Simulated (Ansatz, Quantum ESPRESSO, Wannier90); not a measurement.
# Conductance channels of monatomic chains, Ir to Bi

How many channels does a perfect straight chain of each element offer at the Fermi level, and does a small Wannier model count them right?

How it was computed: Quantum ESPRESSO 7.5 and Wannier90 3.1.0 (bulk transport from the Wannier Hamiltonian), beside layer matching in Ansatz 0.2.0. One atom a period, no spin polarisation, no spin-orbit coupling. Channels are per spin; each carries G₀ = 2e²/h with its partner of the other spin.

The runs side by side:

| element | spacing (Å) | level | Wannier functions | mean spread (Å²) | band misfit (eV) | channels, Wannier | channels, Ansatz | resistance (kΩ) |
| --- | --- | --- | --- | --- | --- | --- | --- | --- |
| Ir | 2.30 | PBE, GBRV ultrasoft | 9 | 1.12 | 0.006 | 6 | 6 | 2.15 |
| Pt | 2.59 | PBE, GBRV ultrasoft | 9 | 1.32 | 0.011 | 4 | 4 | 3.23 |
| Au | 2.42 | PBE, GBRV ultrasoft | 6 | 1.10 | 0.029 | 3 | 3 | 4.30 |
| Pb | 3.13 | LDA, GBRV ultrasoft | 4 | 2.36 | 0.007 | 3 | 3 | 4.30 |
| Bi | 2.90 | PBE, GBRV ultrasoft | 4 | 5.28 | 0.045 | 4 | 3 | - |

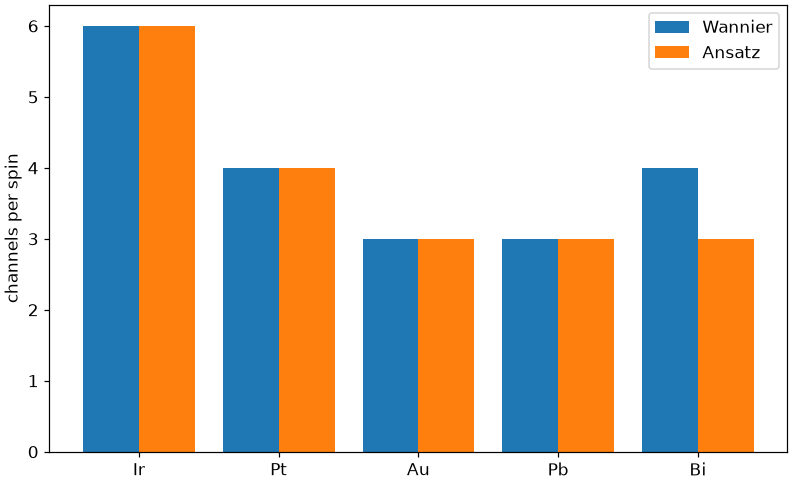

Channels at the Fermi level.

What this shows: By the Wannier models the count runs from 3 (Au and Pb) to 6 (Ir). The two methods agree on 4 of 5 chains; on Bi they differ, and neither count is shown to be right. The models follow the plane-wave bands within 0.045 eV in the frozen window. By hand, 6 channels give 12.906/6 = 2.15 kΩ.

**Limits.** Real chains may buckle, dimerise or become magnetic, which changes the count, and so can spin-orbit coupling for the heavy elements. The count also hangs on the spacing, which differs between rows: compression can bring d bands up to the Fermi level. Of 99 straight chains run, each element is listed once, in this or a sister table, where the model held and no band edge lay within 0.15 eV of the level.
